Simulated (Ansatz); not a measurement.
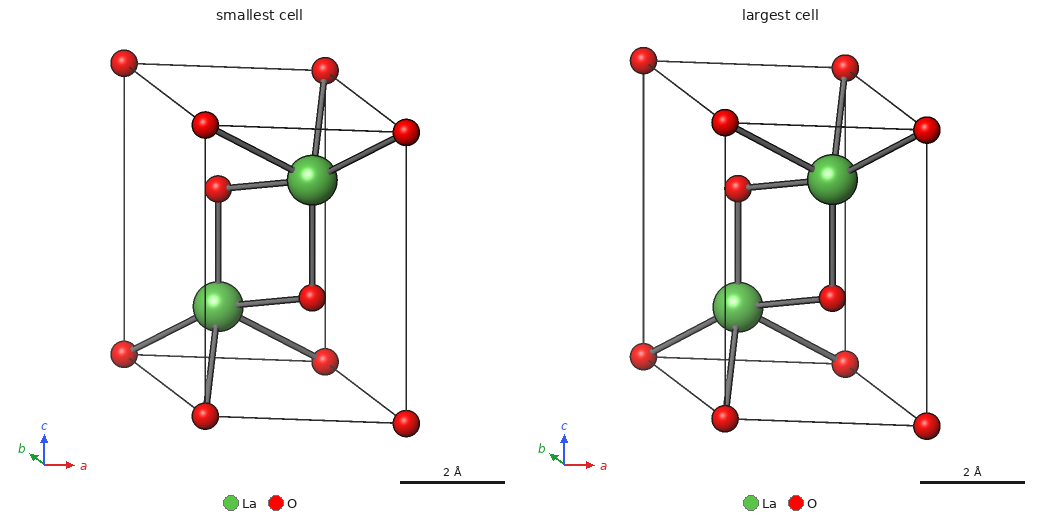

La₂O₃, space group P-3m1 (No. 164), relaxed (cell and atoms, zero pressure) with four choices of dispersion term on top of PBEsol; the smallest and the largest of the relaxed conventional cells are drawn to one scale (sticks follow a distance rule). The start was a structure listed in the Materials Project.

Alike in all runs: Ansatz 0.2.0; functional PBEsol; potentials Ansatz PAW; cutoff 420 eV; k mesh 8 × 8 × 5 on the run's cell of 5 atoms; occupations fermi-dirac, width 0.05 eV; no spin polarisation; no spin-orbit coupling.

| level | volume (Å³/atom) | a (Å) | c (Å) | gap (eV) |
| --- | --- | --- | --- | --- |
| D3(BJ)-ATM | 15.61 | 3.892 | 5.952 | 3.83 |
| D3(BJ) | 15.57 | 3.890 | 5.939 | 3.84 |
| none | 15.96 | 3.906 | 6.041 | 3.82 |
| D4 | ? | ? | ? | ? |

**Fill in the row of D4.**

Volume 15.74 Å³/atom; a 3.895 Å; c 5.987 Å; gap 3.83 eV. That is between D3(BJ)-ATM and none in volume.

**Order the levels by the relaxed volume, smallest first.**

D3(BJ) (15.57 Å³/atom), D3(BJ)-ATM (15.61 Å³/atom), D4 (15.74 Å³/atom), none (15.96 Å³/atom). Rows within a few tenths of a per cent can't be told apart.

Gaps are the least found on the k-mesh, which misses some points of high symmetry; where the band edges lie there, the true gap is smaller, at times by an eV.

Caveat: the plane-wave basis is chosen anew once the cell has moved, so the energies of steps on either side of that aren't comparable; semilocal functionals give gaps below the measured ones.
